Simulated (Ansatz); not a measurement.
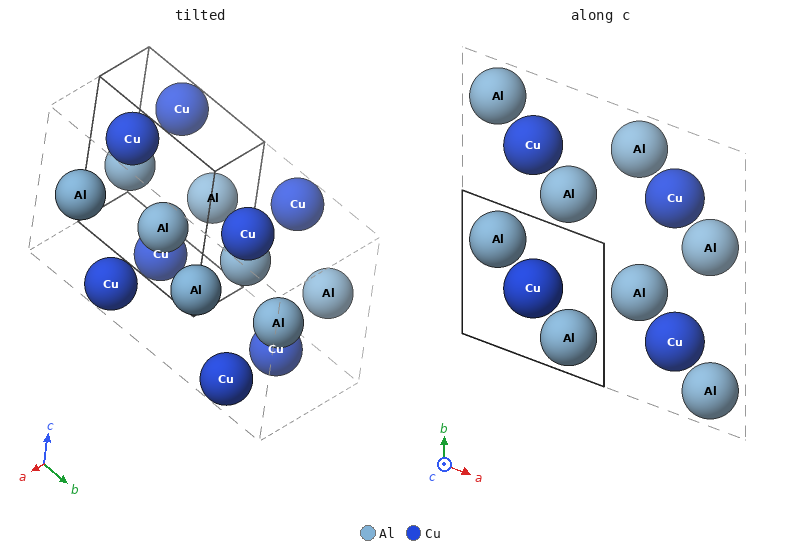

The image is a spheres-only drawing of a crystal, viewed slightly off an axis and along the c axis. A 2×2×1 array of cells is drawn; the simulation cell has the solid edges.

Full input:
```yaml
crystal:
  lattice:
    - [-2.0446280232, 2.2235329752, 2.8912313231]
    - [2.0446280232, -2.2235329752, 2.8912313231]
    - [2.0446280232, 2.2235329752, -2.8912313231]
  atoms:
    - { symbol: Al, position: [0.75, 0.25, 0.5] }
    - { symbol: Al, position: [0.25, 0.75, 0.5] }
    - { symbol: Cu, position: [0.5, 0.5, 0.0] }
basis:
  ecutwfc: 420
kpoints:
  mp_grid: { grid: [16, 16, 16] }
hamiltonian:
  xc: pbe
scf:
  occupations: { method: gaussian, width: 0.15 }
output:
  forces: true
  stress: true
  eigenvalues: true
```
Run as:
```sh
ansatz run input.yaml --threads 1 --pin off --max-ram 2560MiB --backend cpu --events-out ev --progress --plain --runs-dir out
```

Results below were computed with Ansatz, DFT PBE, scalar-relativistic, plane waves, PAW; the settings were a basis cut at 420 eV, a 16×16×16 grid in reciprocal space, Gaussian smearing of 0.15 eV, no spin polarisation.

### Is it conducting or gapped at this level?

A metal: bands cross the Fermi level.

### What pressure does the calculation give for this cell?

The computed pressure is -5.9 GPa (stretched: it would shrink). The stress isn't hydrostatic: its largest component is 12.2 GPa.

The structure was taken from a structure listed in the Materials Project. The cell was then strained or its atoms displaced on purpose. It was run through Ansatz as a DFT input.

At this level of theory the cell isn't at rest (stretched, at -6 GPa), so its distances can differ from those at equilibrium, the more so the softer the solid.
